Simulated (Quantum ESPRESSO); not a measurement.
## AlN (F-43m): phonon frequency against volume, with a fit

Aim: the Grüneisen parameter and the pressure coefficient of an optical mode of AlN (F-43m).

Method: DFT LDA, scalar-relativistic, plane waves, JTH PAW pseudopotentials, in Quantum ESPRESSO 7.5.

## Step 1: Set-up

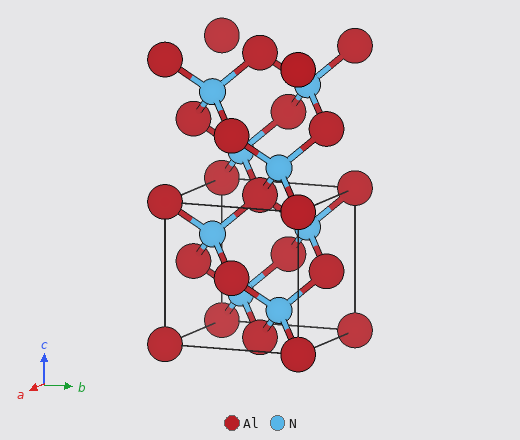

The starting structure, seen slightly off an axis (aluminium red, nitrogen blue). 1×1×2 cells are drawn. This picture shows the conventional cell, with its axes. Bonds to atoms that aren't drawn are left out. Some periodic images of atoms are drawn too.

This is the cell after its relaxation at this level of theory, not the database cell from which that began.

## Step 2: Runs at several volumes

The relaxed cell is scaled uniformly; in this structure symmetry fixes all atoms, so nothing has to be relaxed anew. Each volume gets a ground state and a response at Γ. The mode followed is the highest one without the macroscopic field, of symmetry T2; longitudinal polar modes lie higher. Cutoff 60 Ry, k mesh 8×8×8.

From the response at V/V₀ = 0.94:

What it wrote:

```text
[banners, grids, parts of the stress and lines that vanish by symmetry left out]
Program PHONON v.7.5
     Reading xml data from directory:

[...]
Exchange-correlation= PW
                           (   1   4   0   0   0   0   0)
[...]
kinetic-energy cut-off    =      60.0000  Ry
     charge density cut-off    =     480.0000  Ry
     convergence threshold     =      1.0E-18
[...]
Exchange-correlation= PW
                           (   1   4   0   0   0   0   0)
[...]
q = (   0.0000000   0.0000000   0.0000000 )
     25 Sym.Ops. (with q -> -q+G )
     G cutoff =  783.9247  (  22995 G-vectors)     FFT grid: ( 40, 40, 40)
     G cutoff =  391.9624  (   7991 G-vectors)  smooth grid: ( 27, 27, 27)
     number of k points=    29
[...]
Mode symmetry, T_d (-43m)  point group:
[...]
Dielectric constant
[...]
End of electric fields calculation
          Dielectric constant in cartesian axis
          (       4.461762993       0.000000000       0.000000000 )
          (      -0.000000000       4.461762993       0.000000000 )
          (      -0.000000000      -0.000000000       4.461762993 )
          Effective charges (d Force / dE) in cartesian axis without acoustic sum rule applied (asr)
           atom    1  Al    Mean Z*:        2.52470
      Ex  (        2.52470        0.00000        0.00000 )
      Ey  (        0.00000        2.52470       -0.00000 )
      Ez  (        0.00000       -0.00000        2.52470 )
           atom    2  N     Mean Z*:       -2.52809
      Ex  (       -2.52809       -0.00000       -0.00000 )
      Ey  (       -0.00000       -2.52809       -0.00000 )
      Ez  (       -0.00000       -0.00000       -2.52809 )
          Effective charges Sum: Mean:       -0.00339
[...]
Effective charges (d Force / dE) in cartesian axis with asr applied:
           atom    1  Al    Mean Z*:        2.52639
[...]
atom    2  N     Mean Z*:       -2.52639
[...]
Representation #   1 modes #   1   2   3
[...]
End of self-consistent calculation
     Convergence has been achieved
     Representation #   2 modes #   4   5   6
[...]
End of self-consistent calculation
     Convergence has been achieved
[...]
Dielectric constant in cartesian axis
          (       4.461762993       0.000000000       0.000000000 )
          (      -0.000000000       4.461762993       0.000000000 )
          (      -0.000000000      -0.000000000       4.461762993 )
          Effective charges (d Force / dE) in cartesian axis without acoustic sum rule applied (asr)
           atom    1  Al    Mean Z*:        2.52470
      Ex  (        2.52470        0.00000        0.00000 )
      Ey  (        0.00000        2.52470       -0.00000 )
      Ez  (        0.00000       -0.00000        2.52470 )
           atom    2  N     Mean Z*:       -2.52809
      Ex  (       -2.52809       -0.00000       -0.00000 )
      Ey  (       -0.00000       -2.52809       -0.00000 )
      Ez  (       -0.00000       -0.00000       -2.52809 )
          Effective charges Sum: Mean:       -0.00339
[...]
Effective charges (d Force / dE) in cartesian axis with asr applied:
           atom    1  Al    Mean Z*:        2.52639
[...]
atom    2  N     Mean Z*:       -2.52639
[...]
q = (    0.000000000   0.000000000   0.000000000 )
[...]
freq (    1) =       0.037183 [THz] =       1.240281 [cm-1]
     freq (    2) =       0.037183 [THz] =       1.240281 [cm-1]
     freq (    3) =       0.037183 [THz] =       1.240281 [cm-1]
     freq (    4) =      21.875092 [THz] =     729.674523 [cm-1]
     freq (    5) =      21.875092 [THz] =     729.674523 [cm-1]
     freq (    6) =      21.875092 [THz] =     729.674523 [cm-1]
[...]
Mode symmetry, T_d (-43m)  point group:
     freq (   1-   3) =          1.2  [cm-1]   --> T_2  G_15 P_4   I+R
     freq (   4-   6) =        729.7  [cm-1]   --> T_2  G_15 P_4   I+R

   JOB DONE.
```

One volume, V/V₀ = 0.97, is held back as a test.

| V/V₀ | volume (Å³/atom) | pressure (GPa) | ω (cm⁻¹) |
| --- | --- | --- | --- |
| 0.94 | 9.590 | 15.06 | 729.67 |
| 0.97 | 9.896 | 7.09 | held back |
| 1 | 10.202 | 0.22 | 668.38 |
| 1.03 | 10.508 | -5.71 | 640.19 |
| 1.06 | 10.814 | -10.83 | 613.49 |

## Step 3: The fit

The mode Grüneisen parameter is γ = −d ln ω / d ln V.

```
ln(V/V₀)    ln ω
 -0.0619  6.5926
  0.0000  6.5049
  0.0296  6.4618
  0.0583  6.4192
```

A straight line through these points has the slope -1.441, so γ = 1.44; at V/V₀ = 0.97 it predicts ω = exp(6.5039 + 0.0439) = 697.74 cm⁻¹.

A parabola of pressure against ln V through V/V₀ = 0.97, 1 and 1.03 gives the bulk modulus B = −dP/d ln V = 213 GPa at V₀. With ω₀ from the fitted line the pressure coefficient follows as dω/dP = γ ω₀ / B = 1.44 × 667.8 / 213 = 4.52 cm⁻¹/GPa.

## Step 4: The run that was held back

What it wrote:

```text
[banners, grids, parts of the stress and lines that vanish by symmetry left out]
[banner, memory and clock lines left out]
Program PHONON v.7.5

[...]
Exchange-correlation= PW
                           (   1   4   0   0   0   0   0)
[...]
kinetic-energy cut-off    =      60.0000  Ry
     charge density cut-off    =     480.0000  Ry
     convergence threshold     =      1.0E-18
[...]
Exchange-correlation= PW
                           (   1   4   0   0   0   0   0)
[...]
q = (   0.0000000   0.0000000   0.0000000 )
     25 Sym.Ops. (with q -> -q+G )
     G cutoff =  800.5165  (  23589 G-vectors)     FFT grid: ( 45, 45, 45)
     G cutoff =  400.2583  (   8393 G-vectors)  smooth grid: ( 30, 30, 30)
     number of k points=    29
[...]
Mode symmetry, T_d (-43m)  point group:
[...]
Dielectric constant
[...]
End of electric fields calculation
          Dielectric constant in cartesian axis
          (       4.504842228       0.000000000      -0.000000000 )
          (       0.000000000       4.504842228      -0.000000000 )
          (       0.000000000       0.000000000       4.504842228 )
          Effective charges (d Force / dE) in cartesian axis without acoustic sum rule applied (asr)
           atom    1  Al    Mean Z*:        2.52884
      Ex  (        2.52884        0.00000        0.00000 )
      Ey  (        0.00000        2.52884        0.00000 )
      Ez  (        0.00000        0.00000        2.52884 )
           atom    2  N     Mean Z*:       -2.53226
      Ex  (       -2.53226        0.00000       -0.00000 )
[...]
Representation #   1 modes #   1   2   3
[...]
End of self-consistent calculation
     Convergence has been achieved
     Representation #   2 modes #   4   5   6
[...]
End of self-consistent calculation
     Convergence has been achieved
[...]
Dielectric constant in cartesian axis
          (       4.504842228       0.000000000      -0.000000000 )
          (       0.000000000       4.504842228      -0.000000000 )
          (       0.000000000       0.000000000       4.504842228 )
          Effective charges (d Force / dE) in cartesian axis without acoustic sum rule applied (asr)
           atom    1  Al    Mean Z*:        2.52884
      Ex  (        2.52884        0.00000        0.00000 )
      Ey  (        0.00000        2.52884        0.00000 )
      Ez  (        0.00000        0.00000        2.52884 )
           atom    2  N     Mean Z*:       -2.53226
      Ex  (       -2.53226        0.00000       -0.00000 )
      Ey  (        0.00000       -2.53226       -0.00000 )
      Ez  (       -0.00000       -0.00000       -2.53226 )
          Effective charges Sum: Mean:       -0.00342
[...]
Effective charges (d Force / dE) in cartesian axis with asr applied:
           atom    1  Al    Mean Z*:        2.53055
[...]
atom    2  N     Mean Z*:       -2.53055
[...]
q = (    0.000000000   0.000000000   0.000000000 )
[...]
freq (    1) =       0.020537 [THz] =       0.685043 [cm-1]
     freq (    2) =       0.020537 [THz] =       0.685043 [cm-1]
     freq (    3) =       0.020537 [THz] =       0.685043 [cm-1]
     freq (    4) =      20.930144 [THz] =     698.154466 [cm-1]
     freq (    5) =      20.930144 [THz] =     698.154466 [cm-1]
     freq (    6) =      20.930144 [THz] =     698.154466 [cm-1]
[...]
Mode symmetry, T_d (-43m)  point group:
     freq (   1-   3) =          0.7  [cm-1]   --> T_2  G_15 P_4   I+R
     freq (   4-   6) =        698.2  [cm-1]   --> T_2  G_15 P_4   I+R
```

It gives 698.15 cm⁻¹ against the predicted 697.74 cm⁻¹, a miss of 0.4 cm⁻¹.

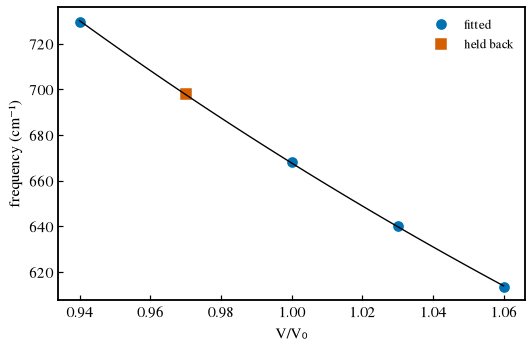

Frequency against volume, with the power-law fit.

## Step 5: Results

```
mode Grüneisen parameter : 1.441
bulk modulus             : 213 GPa
pressure coefficient     : 4.52 cm⁻¹/GPa
```

What this shows: The highest optical mode of AlN (F-43m) without the LO-TO term stiffens by 4.52 cm⁻¹ a GPa near the relaxed volume, with γ = 1.44. The power law meets all 5 runs within 0.10 %; between neighbouring volumes γ runs from 1.41 to 1.48. Such a coefficient turns a measured shift of this mode into a hydrostatic stress; uniaxial or biaxial stress splits the mode and needs deformation potentials. These are harmonic values at zero temperature for the structure held cubic, which a run at Γ can't show to be stable; the bulk modulus rests on three points.

[Host names and launcher messages were left out of these logs when they were recorded.]

[Logs are printed without paths, hosts, clocks, repeated set-up lines and the standing remarks that a program may print on its own settings, such as how far it seeks lower states.]

[Hosts, paths, dates, database ids (printed as entryN), source tags and the programs' standing remarks are cut or masked in the printed files.]
